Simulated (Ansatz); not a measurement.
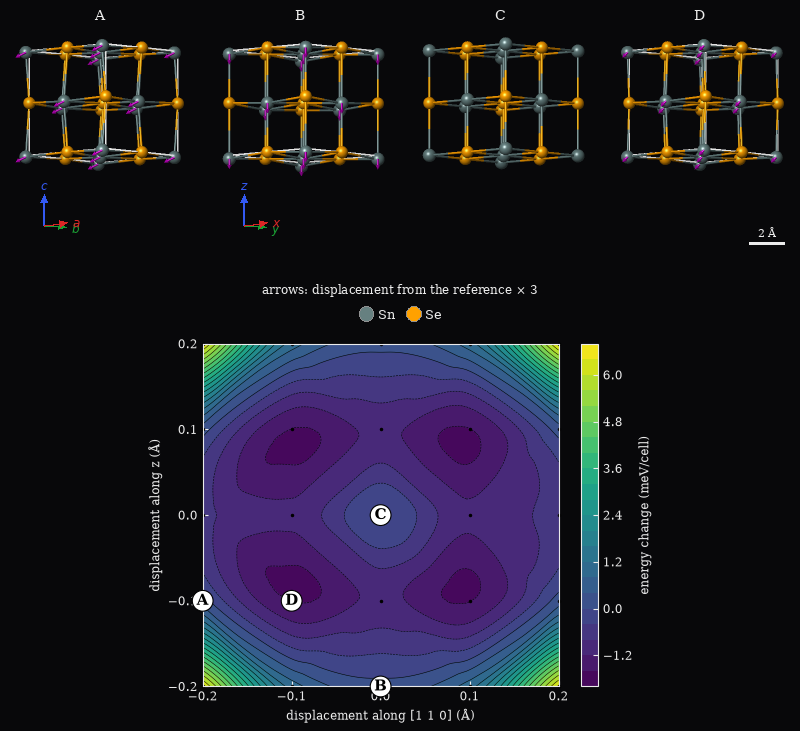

A scan of a crystal of SnSe (Fm-3m): the Sn atom (one in each cell of 2 atoms) is moved over the plane of the Cartesian directions [1 1 0] and z, all else fixed. The map is interpolated between the computed points (dots). The lettered frames are marked on it. A ball-and-stick model of the conventional cell (4 times the calculation's cell), seen nearly along the normal of the scanned plane. Purple arrows: displacements from the reference. Lengths and directions refer to the drawn axes.

Method: DFT LDA, scalar-relativistic, plane waves, PAW (Ansatz 0.2.0). (plane-wave cutoff 420 eV; k-point mesh 8 × 8 × 8; occupations gaussian; smearing width 0.05 eV; no spin polarisation). Energies (free energies at the smearing named) are counted from the cell as listed in its source, which wasn't relaxed.

Question: Where is the lowest point of the map, and what else does it tell?

Answer: In pairs of (displacement along [1 1 0] (Å); displacement along z (Å)): the lowest computed points lie at (−0.10, −0.10), (0.10, 0.10), (0.10, −0.10), (−0.10, 0.10) (−1.6 meV/cell), the highest at (−0.20, −0.20), (0.20, 0.20), (0.20, −0.20), (−0.20, 0.20) (6.5 meV/cell). The frames lie at A (−0.20, −0.10): 0.2 meV/cell, B (0.00, −0.20): 0.1 meV/cell, C (0.00, 0.00): 0.0 meV/cell, D (−0.10, −0.10): −1.6 meV/cell.
